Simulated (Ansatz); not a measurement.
**HfN: geometry relaxation (part 3 of 3)**

The same run, continued: HfN (slab, 24 atoms in the cell); DFT PBE+D3(BJ), scalar-relativistic, plane waves, PAW, no spin polarisation (Ansatz 0.2.0); cutoff 420 eV, 4×4×1 k-mesh, Gaussian smearing of 0.1 eV. The structure derives from an entry of the Crystallography Open Database. The input holds or restrains some coordinates. Forces given for the steps count only the free coordinates. It belongs to a series of runs on one base structure; here: clean slab, lower planes held.

Geometry of the input (Å; fractional positions):
```
6.3878  0.0000  0.0000
-3.1939  5.5320  0.0000
0.0000  0.0000  22.5195
N  0.1667  0.3333  0.3552
N  0.1667  0.8333  0.3552
N  0.6667  0.3333  0.3552
N  0.6667  0.8333  0.3552
Hf 0.3333  0.1667  0.4131
Hf 0.3333  0.6667  0.4131
Hf 0.8333  0.1667  0.4131
Hf 0.8333  0.6667  0.4131
N  0.5000  0.5000  0.4710
N  0.5000  0.0000  0.4710
N  -0.0000  0.5000  0.4710
N  0.0000  0.0000  0.4710
Hf 0.6667  0.3333  0.5290
Hf 0.6667  0.8333  0.5290
Hf 0.1667  0.3333  0.5290
Hf 0.1667  0.8333  0.5290
N  0.8333  0.6667  0.5869
N  0.8333  0.1667  0.5869
N  0.3333  0.6667  0.5869
N  0.3333  0.1667  0.5869
Hf -0.0000  0.5000  0.6448
Hf 0.0000  0.0000  0.6448
Hf 0.5000  0.5000  0.6448
Hf 0.5000  0.0000  0.6448
```

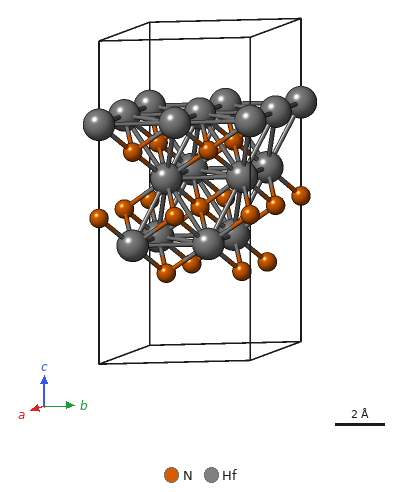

**Figure 1.** The geometry at step 3 of the log (ball-and-stick view of the cell of the calculation, with the vacuum cut short, seen slightly off an axis).

## Output, continued
```
  k-point 3: bands = ["-58.6304", "-58.6145", "-58.6145", "-58.5984", "-58.5604", "-58.5485", "-58.5485", "-58.5367", "-57.2531", "-57.2390", "-57.2390", "-57.2248", "-27.7589", "-27.7258", "-27.7202", "-27.7202", "-27.5793", "-27.5772", "-27.5772", "-27.5053", "-27.4356", "-27.3633", "-27.3633", "-27.3394", "-27.2864", "-27.2622", "-27.2618", "-27.2618", "-27.2230", "-27.2230", "-27.1988", "-27.1821", "-27.1165", "-27.0363", "-27.0363", "-26.9700", "-26.2565", "-26.1832", "-26.1832", "-26.0707",
      "-26.0378", "-25.9920", "-25.9920", "-25.9689", "-25.9462", "-25.8512", "-25.8512", "-25.7721", "-12.2368", "-11.9248", "-11.9248", "-11.7426", "-11.3684", "-11.2647", "-11.2647", "-11.0715", "-8.5696", "-8.5664", "-8.5624", "-8.5598", "-8.5598", "-8.5567", "-8.5491", "-8.5491", "-8.5486", "-8.5484", "-8.5441", "-8.5441", "-8.5408", "-8.5407", "-8.5407", "-8.5384", "-8.5359", "-8.5333", "-8.5333", "-8.5321", "-8.5317", "-8.5271", "-8.5271", "-8.5210",
      "-8.5207", "-8.5207", "-8.5173", "-8.5166", "-8.5144", "-8.5144", "-8.5118", "-8.5112", "-8.5096", "-8.5096", "-8.5091", "-8.5082", "-8.5027", "-8.5027", "-8.5008", "-8.4931", "-8.4920", "-8.4920", "-8.4904", "-8.4887", "-8.4874", "-8.4757", "-8.4757", "-8.4716", "-8.4529", "-8.4529", "-8.4503", "-8.4384", "-8.4368", "-8.4368", "-8.4337", "-8.4235", "-8.0425", "-7.8664", "-7.8664", "-7.6832", "-7.1897", "-7.1886", "-7.1842", "-7.1822",
      "-7.1822", "-7.1776", "-7.1758", "-7.1758", "-7.1751", "-7.1725", "-7.1695", "-7.1695", "-7.1674", "-7.1637", "-7.1635", "-7.1635", "-7.1567", "-7.1515", "-7.1515", "-7.1483", "-7.1483", "-7.1402", "-7.1402", "-7.1241", "-7.0334", "-7.0099", "-7.0099", "-6.9325", "-3.0734", "-2.9772", "-2.9772", "-2.9282", "-2.3581", "-2.2683", "-2.2404", "-2.2404", "-1.7955", "-1.6288", "-1.6288", "-1.4672", "-1.3921", "-1.3885", "-1.3885", "-1.1568",
      "-1.0119", "-0.7832", "-0.6852", "-0.6852", "-0.5300", "-0.4925", "-0.4925", "-0.2379", "1.7985", "1.7985", "1.8214", "2.0341", "2.4461", "2.4461", "2.4801", "3.0454", "3.0643", "3.1479", "3.1479", "3.1758", "3.3218", "3.3218", "3.4269", "3.4899", "3.6418", "3.6418", "3.8302", "3.9280", "4.3148", "4.7983", "4.7983", "5.2571", "5.4766", "5.4881", "5.4881", "5.8862", "6.1578", "6.2907", "6.2907", "6.3465",
      "6.3882", "7.0566", "7.0893", "7.1962", "7.1962", "7.4059", "7.5306", "7.5306", "7.6338", "7.7178", "8.0111", "8.0111", "8.0250", "8.1872", "8.2905", "8.3228", "8.3228", "8.6370", "8.6370", "8.6685", "8.9923", "9.1058", "9.1478", "9.1478"]
--- Relaxed structure (5 steps of the walk, 5 accepted, 0 SCFs on fresh bases) ---
  F+E_penalty+E_count = -193292.11255510 eV   max|allowed force component| = 9.047e-4 eV/Å
  atoms:
    - { symbol: N, position: [0.16666666666666669, 0.3333333333333334, 0.3552471507] }
    - { symbol: N, position: [0.1666666666666668, 0.8333333333333335, 0.3552471507] }
    - { symbol: N, position: [0.6666666666666665, 0.33333333333333337, 0.3552471507] }
    - { symbol: N, position: [0.6666666666666667, 0.8333333333333336, 0.3552471507] }
    - { symbol: Hf, position: [0.33333333333333337, 0.16666666666666669, 0.41314829040000006] }
    - { symbol: Hf, position: [0.3333333333333334, 0.6666666666666667, 0.41314829040000006] }
    - { symbol: Hf, position: [0.8333333333333335, 0.16666666666666669, 0.41314829040000006] }
    - { symbol: Hf, position: [0.8333333333333335, 0.6666666666666667, 0.41314829040000006] }
    - { symbol: N, position: [0.5, 0.5000000000000001, 0.4710494301] }
    - { symbol: N, position: [0.5, 0.0, 0.4710494301] }
    - { symbol: N, position: [5.551115123125783e-17, 0.5000000000000001, 0.4710494301] }
    - { symbol: N, position: [0.0, 0.0, 0.4710494301] }
    - { symbol: Hf, position: [0.6666666666666665, 0.33333333333333337, 0.5312809446039121] }
    - { symbol: Hf, position: [0.6666666666666667, 0.8333333333333336, 0.5312809446039121] }
    - { symbol: Hf, position: [0.16666666666666669, 0.3333333333333334, 0.5312809446039121] }
    - { symbol: Hf, position: [0.1666666666666668, 0.8333333333333335, 0.5312809446039121] }
    - { symbol: N, position: [0.8333333333333335, 0.6666666666666667, 0.5869117430462896] }
    - { symbol: N, position: [0.8333333333333335, 0.16666666666666669, 0.5869117430462896] }
    - { symbol: N, position: [0.3333333333333334, 0.6666666666666667, 0.5869117430462896] }
    - { symbol: N, position: [0.33333333333333337, 0.16666666666666669, 0.5869117430462896] }
    - { symbol: Hf, position: [5.551115123125783e-17, 0.5000000000000001, 0.6451670376563496] }
    - { symbol: Hf, position: [-7.551450941320828e-31, -1.0807472107929314e-19, 0.6451670376563496] }
    - { symbol: Hf, position: [0.5, 0.5000000000000001, 0.6451670376563496] }
    - { symbol: Hf, position: [0.5, -1.0807472070879324e-19, 0.6451670376563496] }
```

## Trajectory as extended XYZ (Å, eV, eV/Å), 5 frames, from step=1 to step=5
```
24
Lattice="6.3878 0.0000 0.0000 -3.1939 5.5320 0.0000 0.0000 0.0000 22.5195" Properties=species:S:1:pos:R:3:forces:R:3 step=1 energy=-193292.00675
N     0.0000    1.8440    8.0000    0.0000   0.0000   4.8008
N    -1.5970    4.6100    8.0000    0.0000   0.0000   4.8008
N     3.1939    1.8440    8.0000    0.0000   0.0000   4.8008
N     1.5970    4.6100    8.0000    0.0000   0.0000   4.8008
Hf    1.5970    0.9220    9.3039    0.0000   0.0000  -6.7594
Hf    0.0000    3.6880    9.3039    0.0000   0.0000  -6.7594
Hf    4.7909    0.9220    9.3039    0.0000   0.0000  -6.7594
Hf    3.1939    3.6880    9.3039    0.0000   0.0000  -6.7594
N     1.5970    2.7660   10.6078    0.0000   0.0000   1.3764
N     3.1939    0.0000   10.6078    0.0000   0.0000   1.3764
N    -1.5970    2.7660   10.6078    0.0000   0.0000   1.3764
N     0.0000    0.0000   10.6078    0.0000   0.0000   1.3764
Hf    3.1939    1.8440   11.9117    0.0000   0.0000   1.0471
Hf    1.5970    4.6100   11.9117    0.0000   0.0000   1.0471
Hf    0.0000    1.8440   11.9117    0.0000   0.0000   1.0471
Hf   -1.5970    4.6100   11.9117    0.0000   0.0000   1.0471
N     3.1939    3.6880   13.2156    0.0000   0.0000  -0.3063
N     4.7909    0.9220   13.2156    0.0000   0.0000  -0.3063
N     0.0000    3.6880   13.2156    0.0000   0.0000  -0.3063
N     1.5970    0.9220   13.2156    0.0000   0.0000  -0.3063
Hf   -1.5970    2.7660   14.5195    0.0000   0.0000  -0.1584
Hf    0.0000    0.0000   14.5195    0.0000   0.0000  -0.1584
Hf    1.5970    2.7660   14.5195    0.0000   0.0000  -0.1584
Hf    3.1939    0.0000   14.5195    0.0000   0.0000  -0.1584
24
Lattice="6.3878 0.0000 0.0000 -3.1939 5.5320 0.0000 0.0000 0.0000 22.5195" Properties=species:S:1:pos:R:3:forces:R:3 step=2 energy=-193292.09066
N     0.0000    1.8440    8.0000    0.0000   0.0000   4.6638
N    -1.5970    4.6100    8.0000    0.0000   0.0000   4.6638
N     3.1939    1.8440    8.0000    0.0000   0.0000   4.6638
N     1.5970    4.6100    8.0000    0.0000   0.0000   4.6638
Hf    1.5970    0.9220    9.3039    0.0000   0.0000  -6.2517
Hf    0.0000    3.6880    9.3039    0.0000   0.0000  -6.2517
Hf    4.7909    0.9220    9.3039    0.0000   0.0000  -6.2517
Hf    3.1939    3.6880    9.3039    0.0000   0.0000  -6.2517
N     1.5970    2.7660   10.6078    0.0000   0.0000   1.7548
N     3.1939    0.0000   10.6078    0.0000   0.0000   1.7548
N    -1.5970    2.7660   10.6078    0.0000   0.0000   1.7548
N     0.0000    0.0000   10.6078    0.0000   0.0000   1.7548
Hf    3.1939    1.8440   11.9799    0.0000   0.0000  -0.3359
Hf    1.5970    4.6100   11.9799    0.0000   0.0000  -0.3359
Hf    0.0000    1.8440   11.9799    0.0000   0.0000  -0.3359
Hf   -1.5970    4.6100   11.9799    0.0000   0.0000  -0.3359
N     3.1939    3.6880   13.2289    0.0000   0.0000  -0.1352
N     4.7909    0.9220   13.2289    0.0000   0.0000  -0.1352
N     0.0000    3.6880   13.2289    0.0000   0.0000  -0.1352
N     1.5970    0.9220   13.2289    0.0000   0.0000  -0.1352
Hf   -1.5970    2.7660   14.5153    0.0000   0.0000   0.3035
Hf    0.0000    0.0000   14.5153    0.0000   0.0000   0.3035
Hf    1.5970    2.7660   14.5153    0.0000   0.0000   0.3035
Hf    3.1939    0.0000   14.5153    0.0000   0.0000   0.3035
24
Lattice="6.3878 0.0000 0.0000 -3.1939 5.5320 0.0000 0.0000 0.0000 22.5195" Properties=species:S:1:pos:R:3:forces:R:3 step=3 energy=-193292.11091
N     0.0000    1.8440    8.0000    0.0000   0.0000   4.7051
N    -1.5970    4.6100    8.0000    0.0000   0.0000   4.7051
N     3.1939    1.8440    8.0000    0.0000   0.0000   4.7051
N     1.5970    4.6100    8.0000    0.0000   0.0000   4.7051
Hf    1.5970    0.9220    9.3039    0.0000   0.0000  -6.3784
Hf    0.0000    3.6880    9.3039    0.0000   0.0000  -6.3784
Hf    4.7909    0.9220    9.3039    0.0000   0.0000  -6.3784
Hf    3.1939    3.6880    9.3039    0.0000   0.0000  -6.3784
N     1.5970    2.7660   10.6078    0.0000   0.0000   1.7021
N     3.1939    0.0000   10.6078    0.0000   0.0000   1.7021
N    -1.5970    2.7660   10.6078    0.0000   0.0000   1.7021
N     0.0000    0.0000   10.6078    0.0000   0.0000   1.7021
Hf    3.1939    1.8440   11.9656    0.0000   0.0000   0.0266
Hf    1.5970    4.6100   11.9656    0.0000   0.0000   0.0266
Hf    0.0000    1.8440   11.9656    0.0000   0.0000   0.0266
Hf   -1.5970    4.6100   11.9656    0.0000   0.0000   0.0266
N     3.1939    3.6880   13.2263    0.0000   0.0000  -0.0979
N     4.7909    0.9220   13.2263    0.0000   0.0000  -0.0979
N     0.0000    3.6880   13.2263    0.0000   0.0000  -0.0979
N     1.5970    0.9220   13.2263    0.0000   0.0000  -0.0979
Hf   -1.5970    2.7660   14.5302    0.0000   0.0000   0.0426
Hf    0.0000    0.0000   14.5302    0.0000   0.0000   0.0426
Hf    1.5970    2.7660   14.5302    0.0000   0.0000   0.0426
Hf    3.1939    0.0000   14.5302    0.0000   0.0000   0.0426
24
Lattice="6.3878 0.0000 0.0000 -3.1939 5.5320 0.0000 0.0000 0.0000 22.5195" Properties=species:S:1:pos:R:3:forces:R:3 step=4 energy=-193292.11232
N     0.0000    1.8440    8.0000    0.0000   0.0000   4.7059
N    -1.5970    4.6100    8.0000    0.0000   0.0000   4.7059
N     3.1939    1.8440    8.0000    0.0000   0.0000   4.7059
N     1.5970    4.6100    8.0000    0.0000   0.0000   4.7059
Hf    1.5970    0.9220    9.3039    0.0000   0.0000  -6.3894
Hf    0.0000    3.6880    9.3039    0.0000   0.0000  -6.3894
Hf    4.7909    0.9220    9.3039    0.0000   0.0000  -6.3894
Hf    3.1939    3.6880    9.3039    0.0000   0.0000  -6.3894
N     1.5970    2.7660   10.6078    0.0000   0.0000   1.6860
N     3.1939    0.0000   10.6078    0.0000   0.0000   1.6860
N    -1.5970    2.7660   10.6078    0.0000   0.0000   1.6860
N     0.0000    0.0000   10.6078    0.0000   0.0000   1.6860
Hf    3.1939    1.8440   11.9641    0.0000   0.0000   0.0149
Hf    1.5970    4.6100   11.9641    0.0000   0.0000   0.0149
Hf    0.0000    1.8440   11.9641    0.0000   0.0000   0.0149
Hf   -1.5970    4.6100   11.9641    0.0000   0.0000   0.0149
N     3.1939    3.6880   13.2198    0.0000   0.0000  -0.0373
N     4.7909    0.9220   13.2198    0.0000   0.0000  -0.0373
N     0.0000    3.6880   13.2198    0.0000   0.0000  -0.0373
N     1.5970    0.9220   13.2198    0.0000   0.0000  -0.0373
Hf   -1.5970    2.7660   14.5284    0.0000   0.0000   0.0199
Hf    0.0000    0.0000   14.5284    0.0000   0.0000   0.0199
Hf    1.5970    2.7660   14.5284    0.0000   0.0000   0.0199
Hf    3.1939    0.0000   14.5284    0.0000   0.0000   0.0199
24
Lattice="6.3878 0.0000 0.0000 -3.1939 5.5320 0.0000 0.0000 0.0000 22.5195" Properties=species:S:1:pos:R:3:forces:R:3 step=5 energy=-193292.11255
N     0.0000    1.8440    8.0000    0.0000   0.0000   4.7058
N    -1.5970    4.6100    8.0000    0.0000   0.0000   4.7058
N     3.1939    1.8440    8.0000    0.0000   0.0000   4.7058
N     1.5970    4.6100    8.0000    0.0000   0.0000   4.7058
Hf    1.5970    0.9220    9.3039    0.0000   0.0000  -6.3904
Hf    0.0000    3.6880    9.3039    0.0000   0.0000  -6.3904
Hf    4.7909    0.9220    9.3039    0.0000   0.0000  -6.3904
Hf    3.1939    3.6880    9.3039    0.0000   0.0000  -6.3904
N     1.5970    2.7660   10.6078    0.0000   0.0000   1.6848
N     3.1939    0.0000   10.6078    0.0000   0.0000   1.6848
N    -1.5970    2.7660   10.6078    0.0000   0.0000   1.6848
N     0.0000    0.0000   10.6078    0.0000   0.0000   1.6848
Hf    3.1939    1.8440   11.9642    0.0000   0.0000  -0.0009
Hf    1.5970    4.6100   11.9642    0.0000   0.0000  -0.0009
Hf    0.0000    1.8440   11.9642    0.0000   0.0000  -0.0009
Hf   -1.5970    4.6100   11.9642    0.0000   0.0000  -0.0009
N     3.1939    3.6880   13.2170    0.0000   0.0000   0.0002
N     4.7909    0.9220   13.2170    0.0000   0.0000   0.0002
N     0.0000    3.6880   13.2170    0.0000   0.0000   0.0002
N     1.5970    0.9220   13.2170    0.0000   0.0000   0.0002
Hf   -1.5970    2.7660   14.5289    0.0000   0.0000   0.0006
Hf    0.0000    0.0000   14.5289    0.0000   0.0000   0.0006
Hf    1.5970    2.7660   14.5289    0.0000   0.0000   0.0006
Hf    3.1939    0.0000   14.5289    0.0000   0.0000   0.0006
```

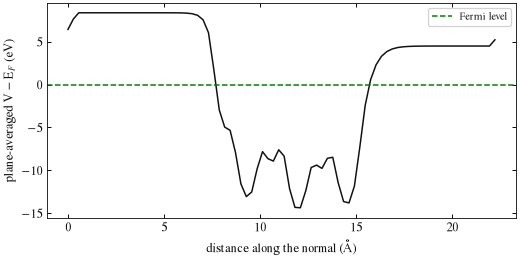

**Figure 2.** Plane average of the electrostatic potential energy of an electron across the cell, from the Fermi level. The vacuum level lies 4.49 eV above the Fermi level on the upper side and 8.37 eV on the lower.

## Key numbers

| quantity | value |
| --- | --- |
| outcome | converged under the restraints of the input |
| electrons treated | 372 |
| free energy | −193292.1126 eV |
| work function, top face | 4.49 eV |
| work function, bottom face | 8.37 eV |
| Fermi energy | 3.797 eV |
| gap on the k-point mesh | none (metallic) |
| final volume | 795.78 Å³ |
| work function (upper face) | 4.49 eV |
| largest force (length of the vector) at the end, held atoms and coordinates included | 6.390 eV/Å |
| hardware | 4 threads of Intel Xeon @ 2.50GHz (Skylake/Cascade Lake), 189 GiB of memory available, shared host |
| wall time | 5.9 min (CPU time 10 min) |
| peak memory | 2.7 GiB |

## Notes

Spin–orbit coupling is left out, which matters for Hf.
